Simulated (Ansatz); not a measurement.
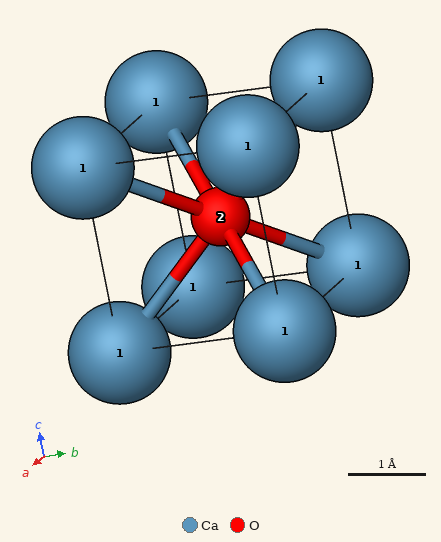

Fig. 1: The structure (ball-and-stick view of the reduced cell, seen slightly off an axis; atoms are numbered from 1 in the order of the input). An atom can appear more than once, as a periodic image. Near neighbours in the periodic cell (some may lie outside the picture): Ca has 6 O at 2.39 Å; O has 6 Ca at 2.39 Å.

# Run report: CaO, band-structure calculation

CaO (R-3m, 2 atoms in the cell), computed with DFT, r2SCAN, plane waves, PAW, no spin polarisation (Ansatz 0.2.0).

The structure was built on a prototype by a generator. The geometry comes from this level: r2SCAN (a point of a series of strains). It belongs to a series of runs on one base structure; here: epitaxial_111 strain -1.0%. Figures and captions count atoms from 1; the log counts them from 0 in places.

Input
```yaml
crystal:
  lattice:
    - [0.0252122137, 2.3987868261, 2.3987868261]
    - [2.3987868261, 0.0252122137, 2.3987868261]
    - [2.3987868261, 2.3987868261, 0.0252122137]
  atoms:
    - { symbol: Ca, position: [0.0, 0.0, 0.0] }
    - { symbol: O, position: [0.5, 0.5, 0.5] }
kpoints:
  mp_grid: { grid: [10, 10, 10] }
  band_path:
    path:
      - [0.0, 0.0, 0.0]
      - [0.5, 0.0, 0.5]
      - [0.625, 0.25, 0.625]
      - [0.375, 0.375, 0.75]
      - [0.5, 0.5, 0.5]
      - [0.5, 0.25, 0.75]
      - [0.0, 0.5, 0.5]
    npoints: 1
hamiltonian:
  xc: r2scan
scf:
  occupations: { method: fixed }
  n_extra_bands: 4
output:
  forces: true
  stress: true
  eigenvalues: true
  write_density: true
  write_potential: true
  elf: true
  volumetric_format: npy
```

Machine: 2 threads of AMD EPYC (Zen 3), 264 GiB of memory available, shared host.

Launched with:
```bash
ansatz run input.yaml --threads 2 --pin off --max-ram 18432MiB --backend cpu --events-out ev --progress --plain --runs-dir out
```

Output
```
scf.n_extra_bands = 4 over 8 filled bands (N_el = 16.0): the run solves 12 bands
Engine: ansatz 0.2.0, x86_64-unknown-linux-gnu
Pseudopotentials: kind: paw
Pseudopotential: Ca, paw, valence charge 10, recommended cutoff 500 eV (meta_gga), Ca.paw.azcp
Pseudopotential: O, paw, valence charge 6, recommended cutoff 500 eV (meta_gga), O.paw.azcp
Functional definition: r2SCAN
  parameter k0 = 0.174
  parameter k1 = 0.065
  parameter a1 = 4.9479
  exchange = r2scan_x(k0 = k0, k1 = k1, a1 = a1)
  correlation = r2scan_c
Crystal: 2 atoms, lattice volume = 27.171 Å³
Basis set: ecut = 500 eV, 695 PW (Γ), exchange–correlation on 100×100×100 points (64 copies of the dense FFT grid, shifted against one another)
Bands: 12, of which v1, the nominal top of the filled ones, is band 8 counted from 1 (7 counted from 0)
Symmetry: 12 space group operations
Space group: R-3m (ITA 166), of the structure as read, at distance tolerance 3.0e-5 Å
k-points: 116 of 1000
Non-local potential: Ca, projectors of the file, l = 0: 3, l = 1: 2, l = 2: 2
Non-local potential: O, projectors of the file, l = 0: 2, l = 1: 2, l = 2: 1
PAW form: soft (Blöchl's): semilocal exchange-correlation on the pseudo side does not see the compensation charge
PAW frozen core: Ca, regenerated for the run's functional (the file was generated under x = pbe(κ = 0.804, μ = 0.2195149727645171), c = pbe(β = 0.06672455060314922))
PAW frozen core: O, regenerated for the run's functional (the file was generated under x = pbe(κ = 0.804, μ = 0.2195149727645171), c = pbe(β = 0.06672455060314922))
PAW one-centre angular grid: Ca, 302 points (default); XC on 160 Gauss nodes
PAW one-centre angular grid: O, 302 points (default); XC on 160 Gauss nodes
Initial density: superposition of atomic densities (neutral atoms: chi_scale 0, normalization atom), corrected by the library's trained network
Initial wavefunctions: pseudopotential atomic-orbital guess
Functional: x = r2scan, c = r2scan; τ floored in thin density (d = 2e-4 eV/Å³)
SCF iter   1: F=—  HF=-2394.013807 eV  |F-HF|=—  |Δ(HF+E_count)|=         —  Δρ=1.09e-2  dr2=3.92e-2  dr2_τ=6.32e-2  ethr=1.77e-3  ⟨swp⟩=4.7  Hψ=8234  notcnv=0  defer=59
preconditioner: auto → none  [insulator: Δε(μ)=4.431 eV  Ē_g=19.366 eV  n_scr=8 (ndim 8)  ℏωp=26.7 eV  f_vac=0.000  ε∞_Penn≈2.9]
SCF iter   2: F=—  HF=-2394.093515 eV  |F-HF|=—  |Δ(HF+E_count)|=   7.97e-2  Δρ=9.84e-3  dr2=1.51e-2  dr2_τ=3.60e-3  ethr=2.45e-4  ⟨swp⟩=2.2  Hψ=3096  notcnv=0  defer=181
SCF iter   3: F=—  HF=-2394.090059 eV  |F-HF|=—  |Δ(HF+E_count)|=   3.46e-3  Δρ=2.51e-3  dr2=8.57e-4  dr2_τ=8.59e-5  ethr=9.44e-5  ⟨swp⟩=2.0  Hψ=1977  notcnv=0  defer=229
SCF iter   4: F=—  HF=-2394.089950 eV  |F-HF|=—  |Δ(HF+E_count)|=   1.09e-4  Δρ=5.24e-4  dr2=2.35e-5  dr2_τ=8.68e-6  ethr=5.35e-6  ⟨swp⟩=2.8  Hψ=2352  notcnv=0  defer=229
SCF iter   5: F=—  HF=-2394.089955 eV  |F-HF|=—  |Δ(HF+E_count)|=   5.43e-6  Δρ=7.28e-5  dr2=3.62e-7  dr2_τ=1.17e-7  ethr=1.47e-7  ⟨swp⟩=2.1  Hψ=1795  notcnv=0  defer=18
SCF iter   6: F=-2394.089956 eV  HF=-2394.089956 eV  |F-HF|=2.04e-9  |Δ(HF+E_count)|=   4.16e-7  Δρ=7.43e-6  dr2=5.60e-9  dr2_τ=1.46e-9  ethr=6.25e-10  ⟨swp⟩=9.4  Hψ=11063  notcnv=0
SCF 1 converged in 6 iterations: F = -2394.089956 eV  dr2 = 5.60e-9
  greatest PAW one-centre occupation: 0.995 electrons in one spin orbital (limit 2), on the Ca atom at site 0 (counted from 0), in its partial waves of l = 0
```

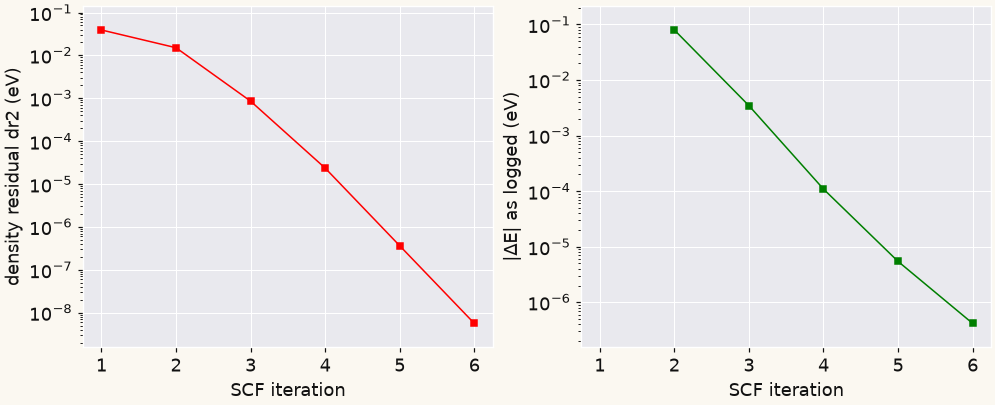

Fig. 2: Convergence of the self-consistent field: density residual dr2 and size of the energy change against the SCF iteration. The residual falls at every step.

```
NSCF: frozen V_eff on 7 k-points
SCF converged after 6 iterations
Free energy (F): -2394.089956 eV
Harris-Foulkes:  -2394.089956 eV  (|F-HF|=2.04e-9)
Internal energy: -2394.089956 eV  (E = F + TS)
E sigma→0 (E₀):  -2394.089956 eV
Fermi energy:    7.608446 eV
--- Per-component energies (eV) ---
  E_band       = -110.005291
  E_kinetic    = 457.740018
  E_local      = -879.842893  (includes V_loc(G=0)·N_el)
  E_nonlocal   = 110.495579
  E_hartree    = 292.039780
  E_xc         = -212.533986
  E_vxc        = -303.019842  (∫ρ·V_xc dr)
  E_paw        = -1023.700667  (= ΣΔE_a)
  E_vpaw       = -98.081183  (= ΣTr[D̂ρ^β])
  E_aug_tail   = 0.000960  (compensation charges beyond the density's cutoff)
  E_vtau       = 18.621996  (kinetic-family band-sum trace: ∫τ·v_τ [+ j·A + Jᵃ·Aᵃ] dr)
  E_ewald      = -1138.036140
  E_core_change = -0.252606  (= ΣΔE_core)
  E_smearing   = -0.000000  (= −TS)
  E_closure    = 0.000000  (closes the sum)
  Σ components = -2394.089956   (vs F -2394.089956, Δ=0.00e0)
--- Forces (eV/Å), atoms counted from 1 ---
  atom   1  Ca    -0.00000000    -0.00000000     0.00000000
  atom   2  O     -0.00000000    -0.00000000    -0.00000000
  max |Σ_I F_I| component: 9.47e-30 eV/Å
--- Stress (GPa, compression-positive) ---
        1.698665      -0.863232      -0.863232
       -0.863232       1.698665      -0.863232
       -0.863232      -0.863232       1.698665
  P = ⅓ Tr σ = 1.6987 GPa (16.987 kbar)
--- Band table (eV; the first three rows and the last of 116) ---
  k-point 0: bands = ["-31.3791", "-11.2556", "-11.2545", "-11.2545", "-8.9190", "7.5533", "7.6084", "7.6084", "13.2023", "14.3930", "14.5464", "14.5464"]
  k-point 1: bands = ["-31.3684", "-11.4342", "-11.2603", "-11.2602", "-8.7349", "7.2512", "7.4162", "7.4681", "13.6560", "14.4808", "14.6013", "14.7275"]
  k-point 2: bands = ["-31.3404", "-11.8184", "-11.2754", "-11.2724", "-8.3382", "6.4830", "7.0676", "7.1295", "14.4240", "14.7876", "15.1101", "15.2304"]
  k-point 115: bands = ["-31.2740", "-12.5545", "-11.3016", "-11.3016", "-7.5450", "4.9367", "6.4165", "6.4165", "15.3485", "16.6794", "16.6794", "16.9856"]
```

File bands.tsv
```
# k_distance	band_0	band_1	band_2	band_3	band_4	band_5	band_6	band_7	band_8	band_9	band_10	band_11
# fermi_ev = 7.608446
# lock_threshold_ev = 1e-6
# [0, 0, 0] at k_distance = 0.000000
# [0.5, 0, 0.5] at k_distance = 1.316687
# [0.625, 0.25, 0.625] at k_distance = 1.779760
# [0.375, 0.375, 0.75] at k_distance = 2.590278
# [0.5, 0.5, 0.5] at k_distance = 3.400796
# [0.5, 0.25, 0.75] at k_distance = 4.336702
# [0, 0.5, 0.5] at k_distance = 5.814962
# levels_relative_to = fermi_ev
# free_energy_ev = -2394.089956
# largest_residual_norms_ev = 1.076e-3 1.058e-3 9.470e-4 1.447e-3 4.531e-4 1.082e-3 1.167e-3 1.140e-3 6.480e-4 1.310e-3 1.088e-3 1.358e-3
0.000000	-38.987523	-18.864059	-18.862948	-18.862948	-16.527430	-0.055103	0.000000	0.000000	5.593890	6.784516	6.937941	6.937941
1.316687	-38.844255	-19.499544	-19.107478	-19.100061	-16.311453	-1.311247	-0.414977	-0.365504	4.174705	8.918631	9.754015	10.340802
1.779760	-38.847106	-19.522577	-19.387564	-19.034450	-15.852266	-1.363715	-1.221331	-0.781677	5.704702	8.787804	9.425862	9.835959
2.590278	-38.847106	-19.522577	-19.387564	-19.034450	-15.852266	-1.363715	-1.221331	-0.781677	5.704702	8.787804	9.425862	9.835959
3.400796	-38.882426	-20.162976	-18.909998	-18.909998	-15.153436	-2.671755	-1.191989	-1.191989	7.740052	9.070977	9.070977	9.377150
4.336702	-38.843030	-19.384875	-19.319179	-19.287722	-15.828106	-1.328007	-1.078914	-1.051760	6.956665	6.994999	9.249711	10.347175
5.814962	-38.844255	-19.499544	-19.107478	-19.100061	-16.311453	-1.311247	-0.414977	-0.365504	4.174705	8.918631	9.754015	10.340802
```

File v_z.tsv
```
# z_ang	v_es[eV]	v_tot[eV]
# format = ansatz-planar-average/11
# xc	r2scan
# density_cutoff_ev	2000
# datasets	Ca=:simpson_from_first_knot:soft:shift=0	O=:simpson_from_first_knot:soft:shift=0
# lattice	0.025212214	2.398786826	2.398786826
# lattice	2.398786826	0.025212214	2.398786826
# lattice	2.398786826	2.398786826	0.025212214
# sites	2
# site	20	0.000000000	0.000000000	0.000000000
# site	8	2.411392933	2.411392933	2.411392933
0.000000	-1.819596e0	-1.354664e1
0.135700	-1.496568e0	-1.319591e1
0.271399	-5.701553e-1	-1.214567e1
0.407099	8.532352e-1	-1.048766e1
0.542798	2.583101e0	-8.443251e0
0.678498	4.421131e0	-6.306148e0
0.814198	6.018418e0	-4.551663e0
0.949897	6.817018e0	-3.686547e0
1.085597	6.901203e0	-3.605659e0
1.221297	6.640098e0	-4.080802e0
1.356996	6.197444e0	-4.905514e0
1.492696	5.749052e0	-5.640497e0
1.628395	5.478726e0	-5.993186e0
1.764095	5.478726e0	-5.993186e0
1.899795	5.749052e0	-5.640497e0
2.035494	6.197444e0	-4.905514e0
2.171194	6.640098e0	-4.080802e0
2.306894	6.901203e0	-3.605659e0
2.442593	6.817018e0	-3.686547e0
2.578293	6.018418e0	-4.551663e0
2.713992	4.421131e0	-6.306148e0
2.849692	2.583101e0	-8.443251e0
2.985392	8.532352e-1	-1.048766e1
3.121091	-5.701553e-1	-1.214567e1
3.256791	-1.496568e0	-1.319591e1
```

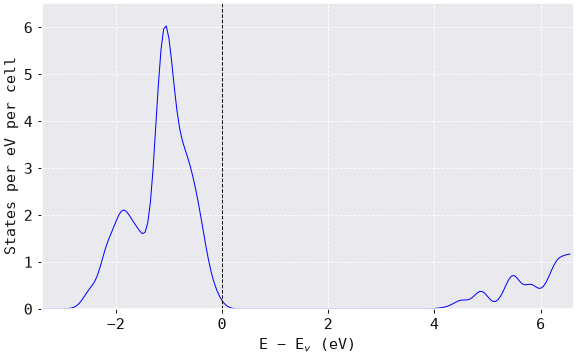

Fig. 3: Density of states (the curve is built from the levels of the k mesh with Gaussians 0.3 eV wide, which also blur the band edges), with energies from the valence-band top. There is a gap of 4.17 eV on the k-point mesh. Small ripples come from the finite k-point mesh.

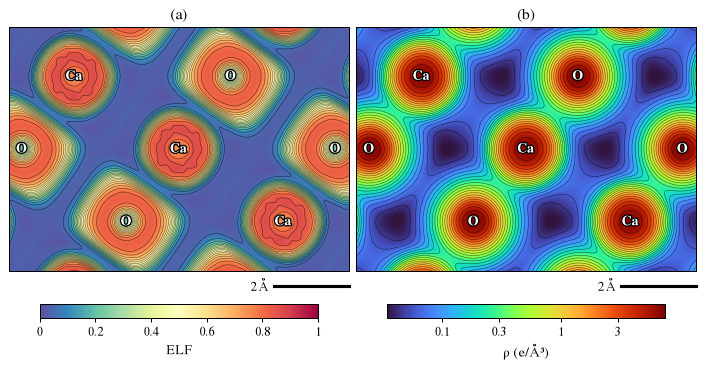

Fig. 4: (a) electron localisation function; (b) valence charge density (pseudo) on the (110) plane of the conventional cell. Atoms in the plane: Ca and O. Ca–O (2.39 Å): ρ at the midpoint is about 0.26 e/Å³; the ELF is about 0.10 at the midpoint (a closed-shell, largely ionic contact). Away from the nuclei the density in this plane falls to 0.03 e/Å³ at its lowest. The strong features right at Ca lie inside the PAW spheres (semicore, d or f shells) and say nothing about bonding. The fields are those of the smooth PAW valence density.

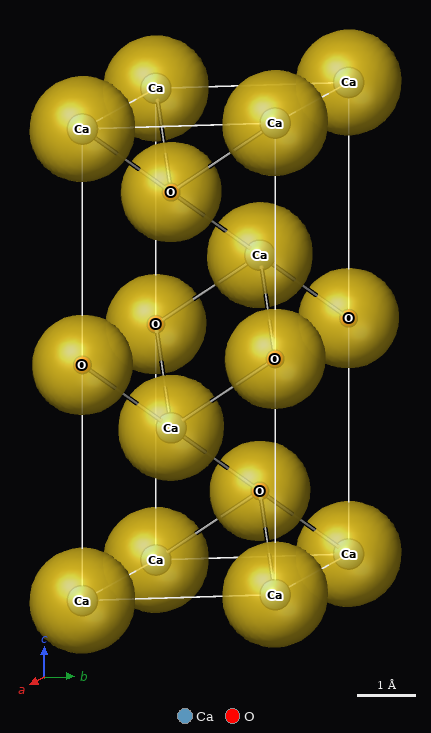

Fig. 5: Isosurface of the valence charge density (pseudo) at 0.6 e/Å³ (yellow), seen slightly off an axis. Sticks mark near contacts. The outline is the cell set on symmetry axes. At this value the density breaks into separate islands; it holds about 75 % of the electrons treated as valence (semicore included). It is pinched off along the Ca–O (2.39 Å) contacts. On the grid the lowest density along these lines, outside the cores, is 0.26 e/Å³ (Ca–O, 2.39 Å).

Results in brief

```csv
quantity,value
outcome,converged
space group (tolerance 0.01 Å),R-3m (166)
electrons treated,16
free energy,−2394.0900 eV
Fermi energy,7.608 eV
gap on the k-point mesh,4.17 eV
pressure,1.70 GPa
largest force (length of the vector),under 0.001 eV/Å
wall time,2.3 s (CPU time 4.4 s)
peak memory,0.53 GiB
```
